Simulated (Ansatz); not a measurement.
Run report: Si16H2O, geometry relaxation (part 1 of 3)

System: Si16H2O (slab, 19 atoms in the cell).
Method: DFT PBE+D3(BJ), scalar-relativistic, plane waves, PAW, no spin polarisation (Ansatz 0.2.0).

The structure derives from an entry of the Crystallography Open Database. The input holds or restrains some coordinates. It belongs to a series of runs on one base structure; here: 1 H2O a cell, upright, over a bridge Si-Si site. Figures and captions count atoms from 1; the log counts them from 0 in places.

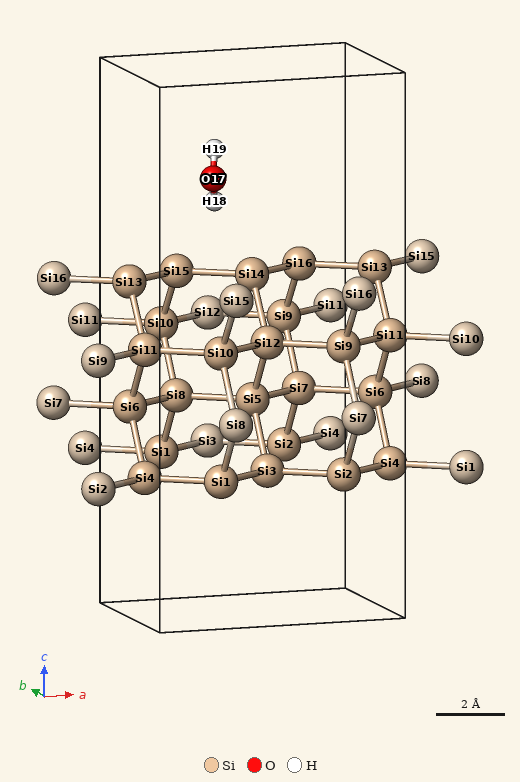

The structure as given in the input (ball-and-stick view of the cell of the calculation, with the vacuum cut short, seen slightly off an axis; neighbours outside the cell are drawn fainter; atoms are numbered from 1 in the order of the input).

Input file:
```yaml
crystal:
  lattice:
    - [7.6671877233, 0.0, 0.0]
    - [0.0, 5.4215204318, 0.0]
    - [0.0, 0.0, 25.3164907925]
  atoms:
    - { symbol: Si, position: [0.25, 0.0, 0.3159995619] }
    - { symbol: Si, position: [0.75, 0.0, 0.3159995619] }
    - { symbol: Si, position: [0.5, 0.25, 0.3159995619] }
    - { symbol: Si, position: [0.0, 0.25, 0.3159995619] }
    - { symbol: Si, position: [0.5, 0.5, 0.3917129357] }
    - { symbol: Si, position: [0.0, 0.5, 0.3917129357] }
    - { symbol: Si, position: [0.75, 0.75, 0.3917129357] }
    - { symbol: Si, position: [0.25, 0.75, 0.3917129357] }
    - { symbol: Si, position: [0.75, 0.0036677553, 0.4679304438] }
    - { symbol: Si, position: [0.25, 0.0036677553, 0.4679304438] }
    - { symbol: Si, position: [0.0, 0.2463322447, 0.4679304438] }
    - { symbol: Si, position: [0.5, 0.2463322447, 0.4679304438] }
    - { symbol: Si, position: [0.0, 0.5080634537, 0.539568104] }
    - { symbol: Si, position: [0.5, 0.5080634537, 0.539568104] }
    - { symbol: Si, position: [0.25, 0.7419365463, 0.539568104] }
    - { symbol: Si, position: [0.75, 0.7419365463, 0.539568104] }
    - { symbol: O, position: [0.3448310104, 0.5216544709, 0.6550264439] }
    - { symbol: H, position: [0.375, 0.625, 0.6240979868] }
    - { symbol: H, position: [0.375, 0.625, 0.685958851] }
basis:
  ecutwfc: 420
kpoints:
  mp_grid: { grid: [2, 3, 1] }
hamiltonian:
  xc: pbe
  dispersion: d3bj
scf:
  occupations: { method: gaussian, width: 0.05 }
output:
  forces: true
  eigenvalues: true
  write_density: true
  write_potential: true
  elf: true
  volumetric_format: npy
relax:
  adjacent_minimum: "off"
  f_tol: 0.04
  max_steps: 100
  constraints: [{ sites: [0, 1, 2, 3, 4, 5, 6, 7] }]
efield:
  axis: 3
  dipole_correction: true
  ramp_width: 0.04
```

Run on 2 threads of Arm Neoverse V1, 24 GiB of memory available, shared host.

Launched with:
```bash
ansatz run input.yaml --threads 2 --pin off --max-ram 5120MiB --backend cpu --events-out ev --progress --plain --runs-dir out
```

What the program printed:
```
Engine: ansatz 0.2.0, aarch64-unknown-linux-gnu
Pseudopotentials: kind: paw
Pseudopotential: Si, paw, valence charge 4, recommended cutoff 420 eV (normal), Si.paw.azcp
Pseudopotential: O, paw, valence charge 6, recommended cutoff 420 eV (normal), O.paw.azcp
Pseudopotential: H, paw, valence charge 1, recommended cutoff 420 eV (normal), H.paw.azcp
Functional definition: PBE
  parameter kappa = 0.804
  parameter beta = 0.06672455060314922
  exchange = pbe_x(kappa = kappa, mu = beta*pi^2/3)
  correlation = pbe_c(beta = beta)
Crystal: 19 atoms, lattice volume = 1052.351 Å³
Basis set: ecut = 420 eV, 20555 PW (Γ), exchange–correlation on 108×80×360 points (8 copies of the dense FFT grid, shifted against one another)
Bands: 55, of which v1, the nominal top of the filled ones, is band 36 counted from 1 (35 counted from 0)
Symmetry: 1 space group operations
Space group: P1 (ITA 1), of the structure as read, at distance tolerance 1.0e-4 Å
k-points: 4 of 6 (time reversal used)
Non-local potential: Si, projectors of the file, l = 0: 2, l = 1: 2, l = 2: 2
Non-local potential: O, projectors of the file, l = 0: 2, l = 1: 2, l = 2: 1
Non-local potential: H, projectors of the file, l = 0: 2, l = 1: 1
PAW form: soft (Blöchl's): semilocal exchange-correlation on the pseudo side does not see the compensation charge
PAW one-centre angular grid: Si, 110 points (default); XC on 64 Gauss nodes
PAW one-centre angular grid: O, 110 points (default); XC on 64 Gauss nodes
PAW one-centre angular grid: H, 110 points (default); XC on 64 Gauss nodes
Initial density: superposition of atomic densities (neutral atoms: chi_scale 0, normalization atom), corrected by the library's trained network
Initial wavefunctions: pseudopotential atomic-orbital guess
Functional: x = pbe(κ = 0.804, μ = 0.2195149727645171), c = pbe(β = 0.06672455060314922)
SCF iter   1: F=—  HF=-10767.219787 eV  |F-HF|=—  |Δ(HF+E_count)|=         —  Δρ=2.18e-3  dr2=1.94e-1  ethr=1.77e-3  p=0.004 e·Å  D=6.70e-4 V/Å  ΔV_dip=-0.02 eV  dr2_dipole=5.45e-2  V_vac-E_F(+/−)=4.73/4.75 eV  ⟨swp⟩=8.0  Hψ=1238  notcnv=0  defer=16
efield: sawtooth ramp at fractional position 0.9810 (placed from the atoms, in the widest stretch of the axis that holds none; the zero of the levels goes with the place), width 0.0400; the density the first Hamiltonian is built on has a dipole p = 0.004 e·Å; the dipole correction subtracts the counter field D = 6.70e-4 V/Å, which shifts the + side's vacuum level by -0.02 eV against the − side's; the planar-averaged density in the ramp window peaks in size at 2.7e-6 e/Å³
preconditioner: auto → LDOS  [insulator: Δε(μ)=0.133 eV  Ē_g=7.506 eV  σ=0.050 eV  W_gap=0.94  n_scr=108 (ndim 8)  ℏωp=9.6 eV  f_vac=0.576  D(μ)=2.44/eV (n_scr^D=4)  ε∞_Penn≈2.6  β→1.0]
SCF iter   2: F=—  HF=-10767.207427 eV  |F-HF|=—  |Δ(HF+E_count)|=   1.24e-2  Δρ=1.32e-3  dr2=1.27e-1  ethr=2.70e-4  p=0.066 e·Å  D=1.14e-2 V/Å  ΔV_dip=-0.29 eV  dr2_dipole=3.86e-2  V_vac-E_F(+/−)=4.50/4.78 eV  ⟨swp⟩=3.0  Hψ=426  notcnv=0  defer=47
SCF iter   3: F=—  HF=-10767.200132 eV  |F-HF|=—  |Δ(HF+E_count)|=   7.29e-3  Δρ=3.26e-4  dr2=3.39e-3  ethr=1.76e-4  p=0.051 e·Å  D=8.82e-3 V/Å  ΔV_dip=-0.22 eV  dr2_dipole=2.51e-5  V_vac-E_F(+/−)=4.54/4.77 eV  ⟨swp⟩=3.0  Hψ=291  notcnv=0  defer=47
SCF iter   4: F=—  HF=-10767.200215 eV  |F-HF|=—  |Δ(HF+E_count)|=   8.30e-5  Δρ=1.56e-4  dr2=7.22e-4  ethr=4.71e-6  p=0.056 e·Å  D=9.59e-3 V/Å  ΔV_dip=-0.24 eV  dr2_dipole=1.42e-5  V_vac-E_F(+/−)=4.52/4.76 eV  ⟨swp⟩=2.0  Hψ=346  notcnv=0  defer=47
iter 5 did not close the SCF: its close was put off for the readings that it lacked (scf_convergence_deferred on its scf_iter line)
SCF iter   5: F=-10767.200183 eV  HF=-10767.200179 eV  |F-HF|=4.09e-6  |Δ(HF+E_count)|=   3.68e-5  Δρ=3.63e-5  dr2=2.55e-5  ethr=1.00e-6  p=0.057 e·Å  D=9.74e-3 V/Å  ΔV_dip=-0.25 eV  dr2_dipole=1.56e-6  V_vac-E_F(+/−)=4.51/4.76 eV  ⟨swp⟩=2.0  Hψ=284  notcnv=0  defer=47
SCF iter   6: F=-10767.200195 eV  HF=-10767.200195 eV  |F-HF|=1.20e-7  |Δ(HF+E_count)|=   1.64e-5  Δρ=1.75e-5  dr2=3.92e-6  ethr=3.54e-8  p=0.057 e·Å  D=9.80e-3 V/Å  ΔV_dip=-0.25 eV  dr2_dipole=1.15e-8  V_vac-E_F(+/−)=4.51/4.76 eV  ⟨swp⟩=25.8  Hψ=2706  notcnv=0
SCF 1 converged in 6 iterations: F = -10767.200195 eV  dr2 = 3.92e-6
  greatest PAW one-centre occupation: 0.870 electrons in one spin orbital (limit 2), on the O atom at site 16 (counted from 0), in its partial waves of l = 0
relax step   1: F+E_penalty+E_count = -10767.20019522 eV  Δ(F+E_penalty+E_count) = +0.000e0 eV  max|allowed force component| = 7.103e-1 eV/Å  Δτ_max = 0.0000 Å  (6 SCF iters, dr2 threshold 4.00e-5 eV, accepted)
Initial density: handed on by an earlier stage of this run
Initial wavefunctions: those handed on with the density
iter 1 solved again at ethr=5.80e-4 eV; its pass at ethr=3.10e-3 eV (dr2=4.18e-1 eV) is discarded
SCF iter   1: F=—  HF=-10767.357019 eV  |F-HF|=—  |Δ(HF+E_count)|=         —  Δρ=9.87e-3  dr2=4.27e-1  ethr=5.80e-4  p=0.057 e·Å  D=9.80e-3 V/Å  ΔV_dip=-0.25 eV  dr2_dipole=4.22e-4  V_vac-E_F(+/−)=4.51/4.76 eV  ⟨swp⟩=1.5  Hψ=871  notcnv=0  defer=41
efield: sawtooth ramp at fractional position 0.9810 (handed on by an earlier solve), width 0.0400; the density the first Hamiltonian is built on has a dipole p = 0.057 e·Å; the dipole correction subtracts the counter field D = 9.80e-3 V/Å, which shifts the + side's vacuum level by -0.25 eV against the − side's; the planar-averaged density in the ramp window peaks in size at 4.3e-7 e/Å³
preconditioner: auto → LDOS  [insulator: Δε(μ)=0.100 eV  Ē_g=7.529 eV  σ=0.050 eV  W_gap=0.84  n_scr=108 (ndim 8)  ℏωp=9.6 eV  f_vac=0.574  D(μ)=4.72/eV (n_scr^D=12)  ε∞_Penn≈2.6  β→1.0]
SCF iter   2: F=—  HF=-10767.342011 eV  |F-HF|=—  |Δ(HF+E_count)|=   1.50e-2  Δρ=4.42e-3  dr2=2.13e-1  ethr=5.80e-4  p=-0.047 e·Å  D=-8.10e-3 V/Å  ΔV_dip=0.21 eV  dr2_dipole=5.45e-6  V_vac-E_F(+/−)=4.97/4.76 eV  ⟨swp⟩=3.0  Hψ=364  notcnv=0  defer=41
SCF iter   3: F=—  HF=-10767.267813 eV  |F-HF|=—  |Δ(HF+E_count)|=   7.42e-2  Δρ=1.09e-3  dr2=8.71e-3  ethr=2.96e-4  p=0.009 e·Å  D=1.59e-3 V/Å  ΔV_dip=-0.04 eV  dr2_dipole=3.43e-6  V_vac-E_F(+/−)=4.72/4.76 eV  ⟨swp⟩=3.0  Hψ=418  notcnv=0  defer=45
SCF iter   4: F=—  HF=-10767.266427 eV  |F-HF|=—  |Δ(HF+E_count)|=   1.39e-3  Δρ=4.46e-4  dr2=1.45e-3  ethr=1.21e-5  p=0.020 e·Å  D=3.39e-3 V/Å  ΔV_dip=-0.09 eV  dr2_dipole=8.87e-6  V_vac-E_F(+/−)=4.67/4.76 eV  ⟨swp⟩=3.0  Hψ=318  notcnv=0  defer=46
SCF iter   5: F=—  HF=-10767.266115 eV  |F-HF|=—  |Δ(HF+E_count)|=   3.12e-4  Δρ=8.62e-5  dr2=5.84e-5  ethr=2.01e-6  p=0.017 e·Å  D=2.94e-3 V/Å  ΔV_dip=-0.07 eV  dr2_dipole=5.10e-7  V_vac-E_F(+/−)=4.69/4.76 eV  ⟨swp⟩=2.0  Hψ=315  notcnv=0  defer=46
SCF iter   6: F=-10767.266114 eV  HF=-10767.266114 eV  |F-HF|=3.15e-7  |Δ(HF+E_count)|=   1.09e-6  Δρ=1.59e-5  dr2=3.10e-6  ethr=4.38e-8  p=0.017 e·Å  D=2.85e-3 V/Å  ΔV_dip=-0.07 eV  dr2_dipole=5.30e-8  V_vac-E_F(+/−)=4.69/4.76 eV  ⟨swp⟩=26.8  Hψ=2762  notcnv=0
SCF 2 converged in 6 iterations: F = -10767.266114 eV  dr2 = 3.10e-6
  greatest PAW one-centre occupation: 0.869 electrons in one spin orbital (limit 2), on the O atom at site 16 (counted from 0), in its partial waves of l = 0
relax step   2: F+E_penalty+E_count = -10767.26611384 eV  Δ(F+E_penalty+E_count) = -6.592e-2 eV  max|allowed force component| = 5.202e-1 eV/Å  Δτ_max = 0.1949 Å  (6 SCF iters, dr2 threshold 3.15e-5 eV, accepted)
[... from here on the SCF iterations and repeated set-up lines of each step are left out, up to the last step ...]
SCF 3 converged in 6 iterations: F = -10767.258191 eV  dr2 = 1.99e-6
relax step   3: F+E_penalty+E_count = -10767.25819054 eV  Δ(F+E_penalty+E_count) = +7.923e-3 eV  max|allowed force component| = 1.297e0 eV/Å  Δτ_max = 0.1930 Å  (6 SCF iters, dr2 threshold 1.69e-5 eV, rejected (line search))
SCF 4 converged in 8 iterations: F = -10767.300349 eV  dr2 = 2.79e-8
relax step   4: F+E_penalty+E_count = -10767.30034919 eV  Δ(F+E_penalty+E_count) = -3.424e-2 eV  max|allowed force component| = 4.687e-1 eV/Å  Δτ_max = 0.0965 Å  (8 SCF iters, accepted)
SCF 5 converged in 5 iterations: F = -10767.346280 eV  dr2 = 3.87e-5
relax step   5: F+E_penalty+E_count = -10767.34627978 eV  Δ(F+E_penalty+E_count) = -4.593e-2 eV  max|allowed force component| = 7.884e-1 eV/Å  Δτ_max = 0.0976 Å  (5 SCF iters, dr2 threshold 1.00e-4 eV, accepted)
SCF 6 converged in 6 iterations: F = -10767.470410 eV  dr2 = 5.76e-6
relax step   6: F+E_penalty+E_count = -10767.47041011 eV  Δ(F+E_penalty+E_count) = -1.241e-1 eV  max|allowed force component| = 1.022e0 eV/Å  Δτ_max = 0.1466 Å  (6 SCF iters, dr2 threshold 1.00e-4 eV, accepted)
SCF 7 converged in 6 iterations: F = -10767.600072 eV  dr2 = 4.39e-5
relax step   7: F+E_penalty+E_count = -10767.60007200 eV  Δ(F+E_penalty+E_count) = -1.297e-1 eV  max|allowed force component| = 9.077e-1 eV/Å  Δτ_max = 0.2000 Å  (6 SCF iters, dr2 threshold 1.00e-4 eV, accepted)
SCF 8 converged in 6 iterations: F = -10767.644876 eV  dr2 = 2.19e-5
relax step   8: F+E_penalty+E_count = -10767.64487570 eV  Δ(F+E_penalty+E_count) = -4.480e-2 eV  max|allowed force component| = 8.542e-1 eV/Å  Δτ_max = 0.1960 Å  (6 SCF iters, dr2 threshold 1.00e-4 eV, accepted)
SCF 9 converged in 5 iterations: F = -10767.662420 eV  dr2 = 5.08e-5
relax step   9: F+E_penalty+E_count = -10767.66242016 eV  Δ(F+E_penalty+E_count) = -1.754e-2 eV  max|allowed force component| = 2.547e-1 eV/Å  Δτ_max = 0.2000 Å  (5 SCF iters, dr2 threshold 1.00e-4 eV, accepted)
SCF 10 converged in 7 iterations: F = -10767.588569 eV  dr2 = 1.93e-6
relax step  10: F+E_penalty+E_count = -10767.58856897 eV  Δ(F+E_penalty+E_count) = +7.385e-2 eV  max|allowed force component| = 1.971e0 eV/Å  Δτ_max = 0.1951 Å  (7 SCF iters, dr2 threshold 5.77e-6 eV, rejected (line search))
SCF 11 converged in 9 iterations: F = -10767.683792 eV  dr2 = 4.60e-8
relax step  11: F+E_penalty+E_count = -10767.68379158 eV  Δ(F+E_penalty+E_count) = -2.137e-2 eV  max|allowed force component| = 5.124e-2 eV/Å  Δτ_max = 0.0975 Å  (9 SCF iters, accepted)
SCF 12 converged in 7 iterations: F = -10767.687057 eV  dr2 = 8.32e-8
relax step  12: F+E_penalty+E_count = -10767.68705750 eV  Δ(F+E_penalty+E_count) = -3.266e-3 eV  max|allowed force component| = 6.679e-2 eV/Å  Δτ_max = 0.1000 Å  (7 SCF iters, accepted)
SCF 13 converged in 8 iterations: F = -10767.690727 eV  dr2 = 2.59e-8
relax step  13: F+E_penalty+E_count = -10767.69072676 eV  Δ(F+E_penalty+E_count) = -3.669e-3 eV  max|allowed force component| = 2.127e-1 eV/Å  Δτ_max = 0.1429 Å  (8 SCF iters, accepted)
SCF 14 converged in 5 iterations: F = -10767.692777 eV  dr2 = 6.30e-6
relax step  14: F+E_penalty+E_count = -10767.69277715 eV  Δ(F+E_penalty+E_count) = -2.050e-3 eV  max|allowed force component| = 4.363e-1 eV/Å  Δτ_max = 0.1950 Å  (5 SCF iters, dr2 threshold 4.52e-5 eV, accepted)
SCF 15 converged in 5 iterations: F = -10767.694844 eV  dr2 = 5.19e-6
relax step  15: F+E_penalty+E_count = -10767.69484413 eV  Δ(F+E_penalty+E_count) = -2.067e-3 eV  max|allowed force component| = 5.792e-1 eV/Å  Δτ_max = 0.1662 Å  (5 SCF iters, dr2 threshold 1.00e-4 eV, accepted)
SCF 16 converged in 5 iterations: F = -10767.704402 eV  dr2 = 1.91e-6
relax step  16: F+E_penalty+E_count = -10767.70440193 eV  Δ(F+E_penalty+E_count) = -9.558e-3 eV  max|allowed force component| = 3.686e-1 eV/Å  Δτ_max = 0.1106 Å  (5 SCF iters, dr2 threshold 1.00e-4 eV, accepted)
SCF 17 converged in 5 iterations: F = -10767.717479 eV  dr2 = 1.03e-5
relax step  17: F+E_penalty+E_count = -10767.71747898 eV  Δ(F+E_penalty+E_count) = -1.308e-2 eV  max|allowed force component| = 1.432e-1 eV/Å  Δτ_max = 0.1952 Å  (5 SCF iters, dr2 threshold 5.50e-5 eV, accepted)
SCF 18 converged in 7 iterations: F = -10767.727092 eV  dr2 = 3.25e-7
relax step  18: F+E_penalty+E_count = -10767.72709230 eV  Δ(F+E_penalty+E_count) = -9.613e-3 eV  max|allowed force component| = 2.779e-1 eV/Å  Δτ_max = 0.1960 Å  (7 SCF iters, dr2 threshold 3.10e-6 eV, accepted)
SCF 19 converged in 5 iterations: F = -10767.735958 eV  dr2 = 2.03e-6
relax step  19: F+E_penalty+E_count = -10767.73595790 eV  Δ(F+E_penalty+E_count) = -8.866e-3 eV  max|allowed force component| = 4.720e-1 eV/Å  Δτ_max = 0.1904 Å  (5 SCF iters, dr2 threshold 1.17e-5 eV, accepted)
SCF 20 converged in 5 iterations: F = -10767.751870 eV  dr2 = 7.09e-6
relax step  20: F+E_penalty+E_count = -10767.75187022 eV  Δ(F+E_penalty+E_count) = -1.591e-2 eV  max|allowed force component| = 6.000e-1 eV/Å  Δτ_max = 0.1978 Å  (5 SCF iters, dr2 threshold 1.00e-4 eV, accepted)
SCF 21 converged in 5 iterations: F = -10767.776913 eV  dr2 = 7.08e-6
relax step  21: F+E_penalty+E_count = -10767.77691326 eV  Δ(F+E_penalty+E_count) = -2.504e-2 eV  max|allowed force component| = 4.581e-1 eV/Å  Δτ_max = 0.1985 Å  (5 SCF iters, dr2 threshold 1.00e-4 eV, accepted)
SCF 22 converged in 5 iterations: F = -10767.810986 eV  dr2 = 2.45e-5
relax step  22: F+E_penalty+E_count = -10767.81098644 eV  Δ(F+E_penalty+E_count) = -3.407e-2 eV  max|allowed force component| = 1.529e-1 eV/Å  Δτ_max = 0.1950 Å  (5 SCF iters, dr2 threshold 1.00e-4 eV, accepted)
SCF 23 converged in 7 iterations: F = -10767.844053 eV  dr2 = 1.91e-6
relax step  23: F+E_penalty+E_count = -10767.84405335 eV  Δ(F+E_penalty+E_count) = -3.307e-2 eV  max|allowed force component| = 3.996e-1 eV/Å  Δτ_max = 0.1949 Å  (7 SCF iters, dr2 threshold 2.61e-6 eV, accepted)
SCF 24 converged in 7 iterations: F = -10767.889379 eV  dr2 = 2.26e-6
relax step  24: F+E_penalty+E_count = -10767.88937905 eV  Δ(F+E_penalty+E_count) = -4.533e-2 eV  max|allowed force component| = 1.206e-1 eV/Å  Δτ_max = 0.1947 Å  (7 SCF iters, dr2 threshold 1.78e-5 eV, accepted)
SCF 25 converged in 10 iterations: F = -10767.923553 eV  dr2 = 2.91e-8
relax step  25: F+E_penalty+E_count = -10767.92355280 eV  Δ(F+E_penalty+E_count) = -3.417e-2 eV  max|allowed force component| = 1.730e-1 eV/Å  Δτ_max = 0.1983 Å  (10 SCF iters, accepted)
SCF 26 converged in 8 iterations: F = -10767.947439 eV  dr2 = 6.33e-7
relax step  26: F+E_penalty+E_count = -10767.94743937 eV  Δ(F+E_penalty+E_count) = -2.389e-2 eV  max|allowed force component| = 1.431e-1 eV/Å  Δτ_max = 0.1904 Å  (8 SCF iters, dr2 threshold 2.72e-6 eV, accepted)
SCF 27 converged in 6 iterations: F = -10767.963173 eV  dr2 = 5.12e-6
relax step  27: F+E_penalty+E_count = -10767.96317265 eV  Δ(F+E_penalty+E_count) = -1.573e-2 eV  max|allowed force component| = 1.658e-1 eV/Å  Δτ_max = 0.1985 Å  (6 SCF iters, dr2 threshold 1.40e-5 eV, accepted)
SCF 28 converged in 6 iterations: F = -10767.974663 eV  dr2 = 1.39e-5
relax step  28: F+E_penalty+E_count = -10767.97466265 eV  Δ(F+E_penalty+E_count) = -1.149e-2 eV  max|allowed force component| = 2.598e-1 eV/Å  Δτ_max = 0.1913 Å  (6 SCF iters, dr2 threshold 1.88e-5 eV, accepted)
SCF 29 converged in 5 iterations: F = -10767.979527 eV  dr2 = 2.43e-5
relax step  29: F+E_penalty+E_count = -10767.97952692 eV  Δ(F+E_penalty+E_count) = -4.864e-3 eV  max|allowed force component| = 3.910e-1 eV/Å  Δτ_max = 0.1657 Å  (5 SCF iters, dr2 threshold 6.75e-5 eV, accepted)
SCF 30 converged in 4 iterations: F = -10767.984901 eV  dr2 = 1.83e-5
relax step  30: F+E_penalty+E_count = -10767.98490063 eV  Δ(F+E_penalty+E_count) = -5.374e-3 eV  max|allowed force component| = 3.708e-1 eV/Å  Δτ_max = 0.0457 Å  (4 SCF iters, dr2 threshold 1.00e-4 eV, accepted)
SCF 31 converged in 5 iterations: F = -10767.922807 eV  dr2 = 3.65e-5
relax step  31: F+E_penalty+E_count = -10767.92280651 eV  Δ(F+E_penalty+E_count) = +6.209e-2 eV  max|allowed force component| = 1.669e0 eV/Å  Δτ_max = 0.1975 Å  (5 SCF iters, dr2 threshold 1.00e-4 eV, rejected (line search))
SCF 32 converged in 10 iterations: F = -10767.985479 eV  dr2 = 5.54e-8
relax step  32: F+E_penalty+E_count = -10767.98547940 eV  Δ(F+E_penalty+E_count) = -5.788e-4 eV  max|allowed force component| = 2.308e-1 eV/Å  Δτ_max = 0.0988 Å  (10 SCF iters, accepted)
SCF 33 converged in 6 iterations: F = -10767.999979 eV  dr2 = 1.22e-5
relax step  33: F+E_penalty+E_count = -10767.99997851 eV  Δ(F+E_penalty+E_count) = -1.450e-2 eV  max|allowed force component| = 2.071e-1 eV/Å  Δτ_max = 0.0886 Å  (6 SCF iters, dr2 threshold 2.06e-5 eV, accepted)
SCF 34 converged in 5 iterations: F = -10768.009205 eV  dr2 = 4.77e-6
relax step  34: F+E_penalty+E_count = -10768.00920454 eV  Δ(F+E_penalty+E_count) = -9.226e-3 eV  max|allowed force component| = 2.031e-1 eV/Å  Δτ_max = 0.1500 Å  (5 SCF iters, dr2 threshold 1.66e-5 eV, accepted)
SCF 35 converged in 5 iterations: F = -10768.028561 eV  dr2 = 9.99e-6
```
